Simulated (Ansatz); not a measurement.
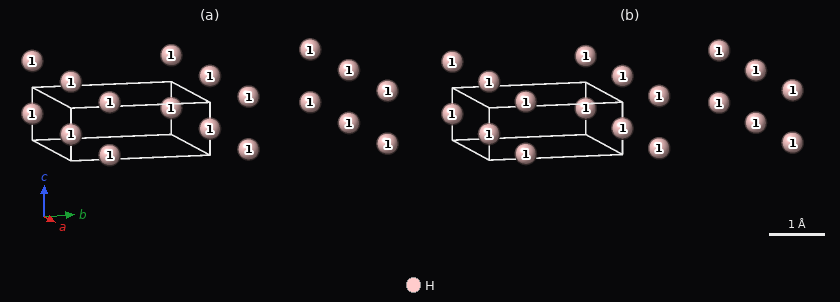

Left: a symmetric starting cell of H. Right: the same structure after one change, at the same scale. The picture is a ball-and-stick view of the cell of the calculation, repeated 2 × 2 × 2 with one cell outlined, seen slightly off an axis.

Level of theory: DFT PBE, scalar-relativistic, plane waves, PAW in Ansatz. Settings: plane-wave cutoff 420 eV; k-point mesh 14 × 14 × 34; occupations gaussian; smearing width 0.05 eV; no spin polarisation.

What distinguishes the right structure from the left one?

The cell is strained by −0.9 % along c, −3.7 % along [1 −1 0], −4.2 % along [1 1 0] (volume −8.6 %), the atoms keeping their fractional coordinates. No relaxation follows. The starting cell wasn't computed here and needn't be at equilibrium, so pressure and forces aren't due to the change alone.

And its effect?

The pressure is 3.4 GPa (not all of it need come from the change, since the unchanged cell can be under pressure at this level too). The principal stresses (compression positive) are 5.7 GPa along c and 2.3 GPa across it. All forces vanish by symmetry. The space group (tolerance 0.01 Å) goes from P4/mmm (No. 123) to Cmmm (No. 65).
